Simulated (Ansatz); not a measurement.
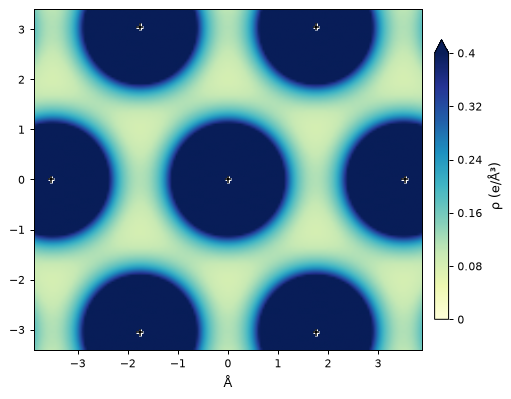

The valence pseudo-density on a plane through atoms (crosses mark nuclei in the plane).

These are results of DFT PBE, scalar-relativistic, plane waves, PAW in Ansatz 0.2.0, not measurements.

Candidates:
A. Ta (slab), a = 2.87 Å, b = 2.87 Å, c = 26.73 Å, α = 90.00°, β = 90.00°, γ = 109.47°. 
B. Pb, a = 4.99 Å, b = 4.99 Å, c = 4.99 Å, α = 90.00°, β = 90.00°, γ = 90.00°. Space group Fm-3m; changed on purpose from its base cell (volume × 0.97).

Which system is this?

Candidate B: Pb on the (111) plane of the conventional cell, which holds Pb. Pb–Pb (3.53 Å): the density is about 0.12 e/Å³ at the midpoint.
